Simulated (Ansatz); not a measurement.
Given this structure:

```
CELL_PARAMETERS angstrom
4.01925 0.00000 0.00000
0.00000 4.01925 0.00000
0.00000 0.00000 4.01925
ATOMIC_POSITIONS crystal
Ba 0.50000 0.50000 0.50000
Ti 0.00000 0.00000 0.00000
O 0.50000 0.00000 0.00000
O 0.00000 0.50000 0.00000
O 0.00000 0.00000 0.50000
```

Give a crystallographic description of this input.

Answer. The material is BaTiO3. The symmetry is that of Pm-3m (No. 221), on a primitive cubic lattice. It belongs to the family called cubic perovskite. One cell contains 1 Ba, 1 Ti, 3 O, 5 atoms in all. The polyhedra are TiO6 octahedra; they share corners. Ba bonds to twelve O in a cuboctahedral arrangement at 2.84 Å. Each Ti has six O in an octahedral arrangement at 2.01 Å. O is linked to four Ba and two Ti in a distorted octahedral arrangement (2.84 Å to Ba, 2.01 Å to Ti). The bonds build a three-dimensional framework.

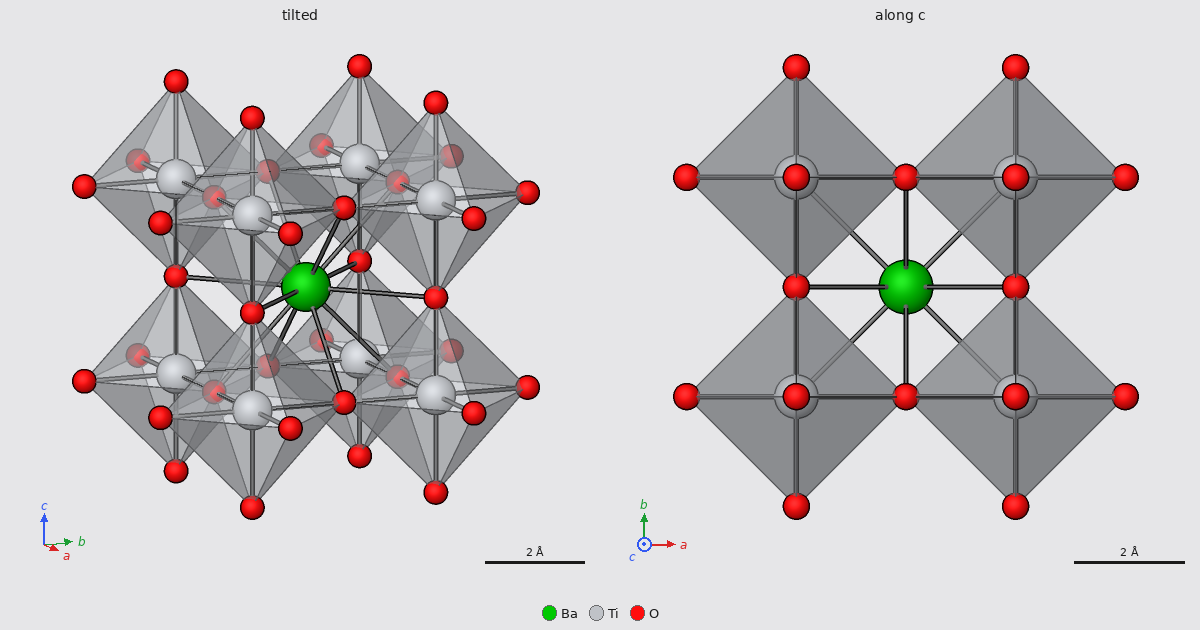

Shown here is a polyhedral view of the crystal, taken slightly off an axis and along the c axis. Atoms at the boundary of the conventional unit cell (the box) are drawn once for each face, edge or corner they touch. Some atoms of the next cells are drawn as well.

Its origin is a structure listed in the Materials Project. Earlier steps of the study may have refined or changed the cell and positions. Ansatz was used for an electronic-structure calculation on it.
